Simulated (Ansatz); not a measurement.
# Band-structure calculation, with input and output: Al2GaAs3

- system: Al2GaAs3 (6 atoms in the cell)
- method: DFT, PBE, plane waves, PAW, no spin polarisation (Ansatz 0.2.0)

The structure was built on a prototype by a generator; it need not be a known phase. The geometry comes from this level: r2SCAN.

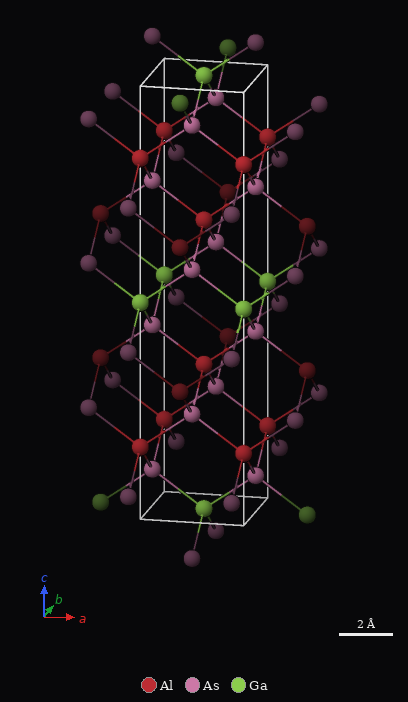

Figure 1. The structure as given in the input (ball-and-stick view of the cell 2 times as large as that of the calculation, set on its symmetry axes, seen slightly off an axis; neighbours outside the cell are drawn fainter). An atom can appear more than once, as a periodic image. Near neighbours in the periodic cell (some may lie outside the picture): Al has 4 As at 2.45 to 2.46 Å; As has 4 Al at 2.46 Å; As has 2 Al at 2.45 Å and 2 Ga at 2.46 Å; Ga has 4 As at 2.46 Å.

### Results in brief

```tsv
quantity	value
outcome	converged
space group (tolerance 0.01 Å)	I-4m2 (119)
electrons treated	64
free energy	−19429.0473 eV
Fermi energy	7.528 eV
gap on the k-point mesh	1.30 eV
pressure	2.18 GPa
largest force (length of the vector)	0.058 eV/Å
hardware	4 threads of Intel Xeon @ 2.50GHz (Skylake/Cascade Lake), 189 GiB of memory available, shared host
wall time	35 s (CPU time 2.2 min)
peak memory	0.7 GiB
```

### The input
```yaml
crystal:
  lattice:
    - [-2.0071158238, 2.0071158238, 8.5061655935]
    - [2.0071158238, -2.0071158238, 8.5061655935]
    - [2.0071158238, 2.0071158238, -8.5061655935]
  atoms:
    - { symbol: Al, position: [0.8334410237, 0.8334410237, 0.0] }
    - { symbol: As, position: [0.25, 0.75, 0.5] }
    - { symbol: Al, position: [0.1665589763, 0.1665589763, 0.0] }
    - { symbol: As, position: [0.5834712437, 0.0834712437, 0.5] }
    - { symbol: Ga, position: [0.5, 0.5, 0.0] }
    - { symbol: As, position: [0.9165287563, 0.4165287563, 0.5] }
kpoints:
  mp_grid: { grid: [10, 10, 10] }
  band_path:
    path:
      - [[0.0, 0.0, 0.0], [1.306601659052e-17, -1.306601659052e-17, 0.5], [0.25, 0.25, 0.25], [-6.808231742551e-18, 0.5, 6.808231742551e-18], [0.0, 0.0, 0.0], [0.5, 0.5, -0.5], [0.2639192941369, 0.7360807058631, -0.2639192941369]]
      - [[-0.2639192941369, 0.2639192941369, 0.2639192941369], [0.0, 0.0, 0.0]]
      - [[1.306601659052e-17, -1.306601659052e-17, 0.5], [-0.02783858827376, 0.02783858827376, 0.5]]
      - [[0.5, 0.5, -0.02783858827376], [0.5, 0.5, -0.5]]
    npoints: 10
hamiltonian:
  xc: pbe
scf:
  occupations: { method: fermi_dirac, width: 0.02 }
  n_extra_bands: 5
output:
  forces: true
  stress: true
  eigenvalues: true
```

Launch command:
```bash
ansatz run input.yaml --threads 4 --pin off --max-ram 6451MiB --backend cpu --events-out ev --progress --plain --runs-dir out
```

### What the program printed
```
basis.fft_grid_basis auto: the FFT boxes are laid along the combinations [[1, 0, 1], [0, 1, 1], [0, 0, 1]] of the cell's own vectors, 4.014, 4.014 and 8.967 Å long. The dense box has 27×27×60 points. Along the cell's own vectors, as sized, it would have 60×60×60, 4.94 times as many. Of the 8 symmetry operations that the crystal satisfies within crystal.symmetry.tolerance (time reversal apart; of a slab, those that keep its plane) the dense box along the cell's own vectors carries 8, and the one as laid loses 6 of those. basis.fft_grid_basis: typed keeps the cell's own vectors: state it where this run's energies or levels are differenced outside the engine with another run's, or held beside a run that keeps those vectors.
scf.n_extra_bands = 5 over 32 filled bands (N_el = 64.0): the run solves 37 bands
Engine: ansatz 0.2.0, x86_64-unknown-linux-gnu
Pseudopotentials: kind: paw
Pseudopotential: Al, paw, valence charge 3, recommended cutoff 420 eV (normal), Al.paw.azcp
Pseudopotential: As, paw, valence charge 15, recommended cutoff 420 eV (normal), As.paw.azcp
Pseudopotential: Ga, paw, valence charge 13, recommended cutoff 420 eV (normal), Ga.paw.azcp
Functional definition: PBE
  parameter kappa = 0.804
  parameter beta = 0.06672455060314922
  exchange = pbe_x(kappa = kappa, mu = beta*pi^2/3)
  correlation = pbe_c(beta = beta)
Crystal: 6 atoms, lattice volume = 137.069 Å³
Basis set: ecut = 420 eV, 2649 PW (Γ), FFT grids on a1+a3, a2+a3, a3, exchange–correlation on 54×54×120 points (8 copies of the dense FFT grid, shifted against one another)
Bands: 37, of which v1, the nominal top of the filled ones, is band 32 counted from 1 (31 counted from 0)
Symmetry: 8 space group operations
Space group: I-4m2 (ITA 119), of the structure as read, at distance tolerance 5.2e-5 Å
k-points: 102 of 1000 (time reversal used)
Non-local potential: Al, projectors of the file, l = 0: 2, l = 1: 2, l = 2: 1
Non-local potential: As, projectors of the file, l = 0: 2, l = 1: 2, l = 2: 3, l = 3: 1
Non-local potential: Ga, projectors of the file, l = 0: 2, l = 1: 2, l = 2: 3, l = 3: 1
PAW form: soft (Blöchl's): semilocal exchange-correlation on the pseudo side does not see the compensation charge
PAW one-centre angular grid: Al, 110 points (default); XC on 64 Gauss nodes
PAW one-centre angular grid: As, 590 points (default); XC on 64 Gauss nodes
PAW one-centre angular grid: Ga, 590 points (default); XC on 64 Gauss nodes
Initial density: superposition of atomic densities (neutral atoms: chi_scale 0, normalization atom), corrected by the library's trained network
Initial wavefunctions: pseudopotential atomic-orbital guess
Functional: x = pbe(κ = 0.804, μ = 0.2195149727645171), c = pbe(β = 0.06672455060314922)
SCF iter   1: F=—  HF=-19429.050473 eV  |F-HF|=—  |Δ(HF+E_count)|=         —  Δρ=1.71e-3  dr2=7.52e-3  ethr=1.77e-3  ⟨swp⟩=7.1  Hψ=15554  notcnv=0
preconditioner: auto → Resta (q_TF=auto, 2.403 Å⁻¹)  ε∞=3.8  [insulator: Δε(μ)=1.285 eV  Ē_g=11.027 eV  σ=0.020 eV  W_gap=1.00  n_scr=34 (ndim 8)  ℏωp=18.5 eV  f_vac=0.026  D(μ)=0.00/eV (n_scr^D=0)  ε∞_Penn≈3.8]
SCF iter   2: F=—  HF=-19429.047501 eV  |F-HF|=—  |Δ(HF+E_count)|=   2.97e-3  Δρ=9.18e-4  dr2=2.06e-3  ethr=1.18e-5  ⟨swp⟩=2.0  Hψ=6735  notcnv=0  defer=102
SCF iter   3: F=—  HF=-19429.047460 eV  |F-HF|=—  |Δ(HF+E_count)|=   4.05e-5  Δρ=5.49e-4  dr2=3.48e-4  ethr=3.22e-6  ⟨swp⟩=2.0  Hψ=5810  notcnv=0  defer=102
SCF iter   4: F=—  HF=-19429.047200 eV  |F-HF|=—  |Δ(HF+E_count)|=   2.60e-4  Δρ=1.74e-4  dr2=5.79e-5  ethr=5.44e-7  ⟨swp⟩=2.0  Hψ=5404  notcnv=0  defer=102
SCF iter   5: F=—  HF=-19429.047251 eV  |F-HF|=—  |Δ(HF+E_count)|=   5.04e-5  Δρ=5.93e-5  dr2=5.57e-6  ethr=9.05e-8  ⟨swp⟩=2.0  Hψ=6936  notcnv=0  defer=102
SCF iter   6: F=—  HF=-19429.047251 eV  |F-HF|=—  |Δ(HF+E_count)|=   2.31e-7  Δρ=2.57e-5  dr2=1.05e-6  ethr=8.71e-9  ⟨swp⟩=2.0  Hψ=6936  notcnv=0  defer=102
SCF iter   7: F=-19429.047251 eV  HF=-19429.047251 eV  |F-HF|=1.86e-7  |Δ(HF+E_count)|=   1.68e-7  Δρ=8.60e-6  dr2=7.32e-8  ethr=1.56e-10  ⟨swp⟩=7.4  Hψ=19776  notcnv=0
SCF 1 converged in 7 iterations: F = -19429.047251 eV  dr2 = 7.32e-8
  greatest PAW one-centre occupation: 0.999 electrons in one spin orbital (limit 2), on the As atom at site 5 (counted from 0), in its partial waves of l = 2
NSCF: frozen V_eff on 94 k-points
SCF converged after 7 iterations
Free energy (F): -19429.047251 eV
Harris-Foulkes:  -19429.047251 eV  (|F-HF|=1.86e-7)
Internal energy: -19429.047251 eV  (E = F + TS)
E sigma→0 (E₀):  -19429.047251 eV
Fermi energy:    7.527616 eV
--- Per-component energies (eV) ---
  E_band       = -859.925741
  E_kinetic    = 472.314073
  E_local      = -8718.019034  (includes V_loc(G=0)·N_el)
  E_nonlocal   = -1565.483152
  E_hartree    = 4514.993231
  E_xc         = -386.294885
  E_vxc        = -353.882908  (∫ρ·V_xc dr)
  E_paw        = -8430.672045  (= ΣΔE_a)
  E_vpaw       = 275.151939  (= ΣTr[D̂ρ^β])
  E_aug_tail   = -0.000118  (compensation charges beyond the density's cutoff)
  E_ewald      = -5315.885321
  E_smearing   = -0.000000  (= −TS)
  E_closure    = 0.000000  (closes the sum)
  Σ components = -19429.047251   (vs F -19429.047251, Δ=0.00e0)
--- Forces (eV/Å), atoms counted from 1 ---
  atom   1  Al     0.00000000     0.00000000    -0.01213661
  atom   2  As    -0.00000000     0.00000000     0.00000000
  atom   3  Al     0.00000000     0.00000000     0.01213661
  atom   4  As    -0.00000000    -0.00000000     0.05829518
  atom   5  Ga     0.00000000     0.00000000     0.00000000
  atom   6  As    -0.00000000    -0.00000000    -0.05829518
  max |Σ_I F_I| component: 2.78e-17 eV/Å
--- Stress (GPa, compression-positive) ---
        2.172349       0.000000      -0.000000
        0.000000       2.172349       0.000000
       -0.000000      -0.000000       2.189273
  P = ⅓ Tr σ = 2.1780 GPa (21.780 kbar)
--- Band table (eV; the first three rows and the last of 102) ---
  k-point 0: bands = ["-27.8104", "-27.8104", "-27.8098", "-27.8096", "-27.7881", "-27.7876", "-27.7844", "-27.7844", "-27.7776", "-27.7776", "-27.6654", "-27.6651", "-27.6651", "-27.6562", "-27.6542", "-7.6818", "-7.6041", "-7.6041", "-7.5639", "-7.5446", "-5.2450", "-3.9442", "-3.7863", "1.9549", "2.5293", "4.9065", "4.9065", "4.9933", "4.9933", "6.8513", "6.8656", "6.8656", "8.1609", "8.7425", "8.9115", "9.7561", "9.7722"]
  k-point 1: bands = ["-27.8105", "-27.8103", "-27.8096", "-27.8094", "-27.7881", "-27.7877", "-27.7845", "-27.7844", "-27.7775", "-27.7775", "-27.6652", "-27.6651", "-27.6651", "-27.6562", "-27.6543", "-7.6777", "-7.6106", "-7.6047", "-7.5620", "-7.5464", "-5.1062", "-3.8659", "-3.7111", "1.7992", "2.3702", "4.4700", "4.5574", "4.9555", "5.0298", "5.7235", "6.4865", "6.4957", "9.1717", "9.5845", "9.6416", "10.3291", "10.3748"]
  k-point 2: bands = ["-27.8108", "-27.8103", "-27.8092", "-27.8090", "-27.7882", "-27.7879", "-27.7848", "-27.7844", "-27.7772", "-27.7771", "-27.6652", "-27.6652", "-27.6646", "-27.6560", "-27.6544", "-7.6687", "-7.6259", "-7.6035", "-7.5580", "-7.5512", "-4.7059", "-3.6583", "-3.5168", "1.4436", "2.0318", "3.7386", "3.8047", "4.1666", "5.1442", "5.2347", "5.7739", "5.7796", "9.5854", "10.3121", "10.8467", "11.0463", "11.3037"]
  k-point 101: bands = ["-27.8104", "-27.8104", "-27.8098", "-27.8096", "-27.7881", "-27.7876", "-27.7844", "-27.7844", "-27.7776", "-27.7776", "-27.6654", "-27.6651", "-27.6651", "-27.6563", "-27.6542", "-7.6821", "-7.6041", "-7.6041", "-7.5638", "-7.5446", "-4.9722", "-4.7421", "-3.1199", "0.9992", "4.4084", "4.5488", "4.5488", "4.8967", "5.9197", "5.9197", "6.1177", "6.1177", "8.3340", "8.8646", "9.7789", "10.0078", "10.4123"]
```

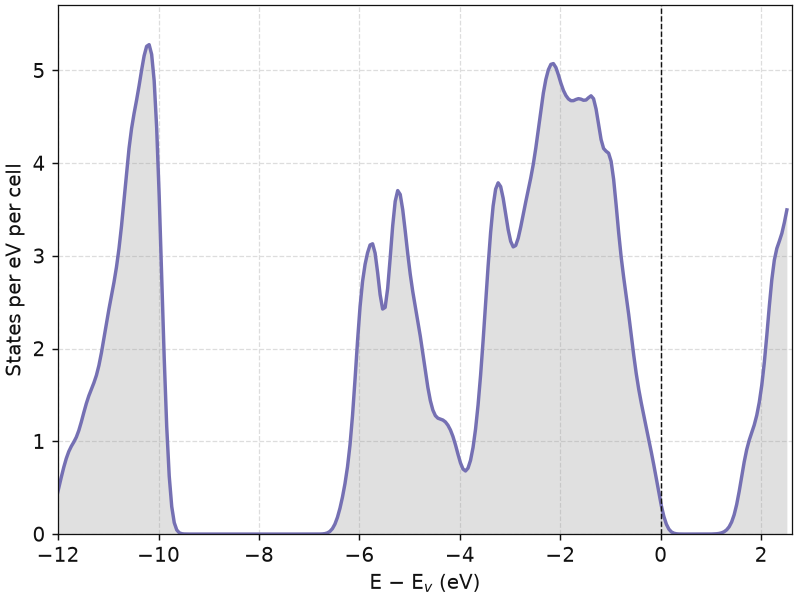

Figure 2. Density of states (the curve is built from the levels of the k mesh with Gaussians 0.3 eV wide, which also blur the band edges), with energies from the valence-band top. There is a gap of 1.30 eV on the k-point mesh. The curves stop near 1.9 eV above the Fermi level, where the computed bands end. Small ripples come from the finite k-point mesh.
